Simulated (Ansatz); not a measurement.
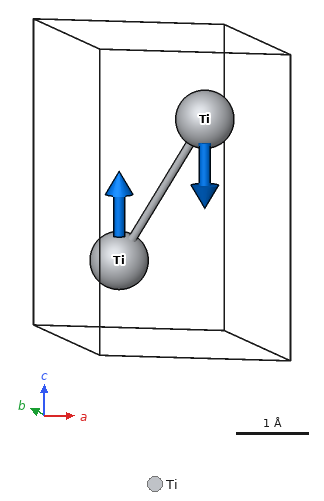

Phonons of a crystal of Ti relaxed at 35 GPa, space group P6₃/mmc (No. 194), at the zone centre. The optical levels lie at 57 (×2), 328 cm⁻¹. One mode is drawn. Displacements are drawn as blue arrows; their common scale and sign are arbitrary. The picture is a ball-and-stick view of the cell of the calculation, seen slightly off an axis.

The calculation used DFT PBEsol, scalar-relativistic, plane waves, PAW (Ansatz 0.2.0). Settings: plane-wave cutoff 420 eV; k-point mesh 18 × 18 × 10; occupations fermi dirac; smearing width 0.15 eV; target pressure 35 GPa; no spin polarisation.

The frequencies depend somewhat on the k-mesh and the smearing.

**To which level does it belong?**

The level at 328 cm⁻¹. This is the B₁g mode, the highest optical level, silent by symmetry (neither infrared- nor Raman-active). All motion is along c; atoms of one kind move against one another, with no net shift of their sublattice.
